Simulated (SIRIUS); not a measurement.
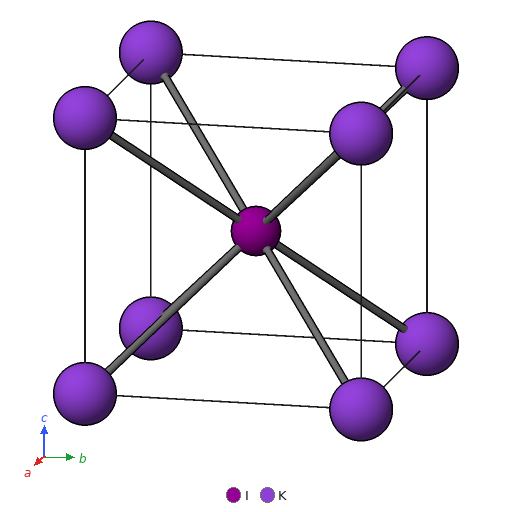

System: KI, space group Pm-3m (No. 221). The picture shows the conventional cell.

Starting cell:
```
CELL_PARAMETERS angstrom
4.29120 0.00000 0.00000
0.00000 4.29120 0.00000
0.00000 0.00000 4.29120
ATOMIC_POSITIONS crystal
I 0.50000 0.50000 0.50000
K 0.00000 0.00000 0.00000
```

Calculation (SIRIUS 7.12.0): all-electron LAPW DFT, no spin polarisation; energies at scaled volumes of the given cell, shape and fractions fixed, counted from the fit's minimum, third-order Birch-Murnaghan fit. Level: PBE.

k mesh 6×6×6; occupations Fermi–Dirac; smearing width 0.05 eV; potentials all electron FP LAPW; program settings basis apw+lo standard, gk cutoff 3.31 1/bohr, pw cutoff 20 1/bohr.

What does the calculation give for the energy against volume? The volume takes the values 37.14, 37.93, 38.72, 39.51, 40.30, 41.09, 41.88 Å³/atom.

A third-order Birch–Murnaghan fit gives V0 = 40.93 Å³/atom, B0 = 12.5 GPa and B′ = 3.8. The energy is 16.04 meV/atom at volume 37.14 Å³/atom and 0.81 meV/atom at 41.88 Å³/atom; the lowest computed point is at volume 41.09 Å³/atom (0.11 meV/atom), in a single well.

```csv
volume (Å³/atom),energy (meV/atom)
37.14,16.04
37.93,9.72
38.72,5.10
39.51,2.08
40.30,0.29
41.09,0.11
41.88,0.81
```

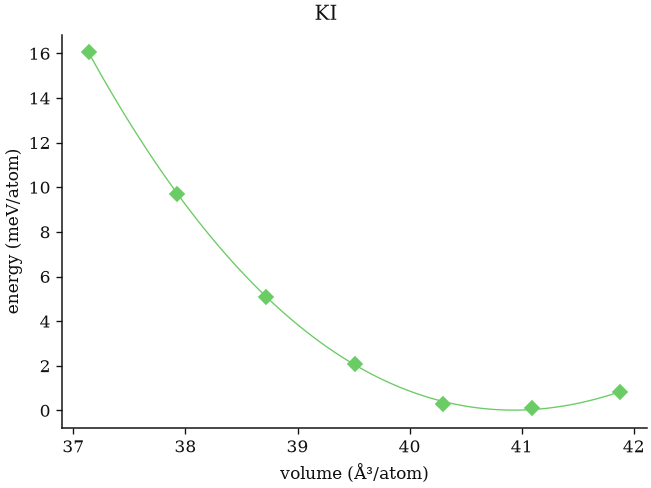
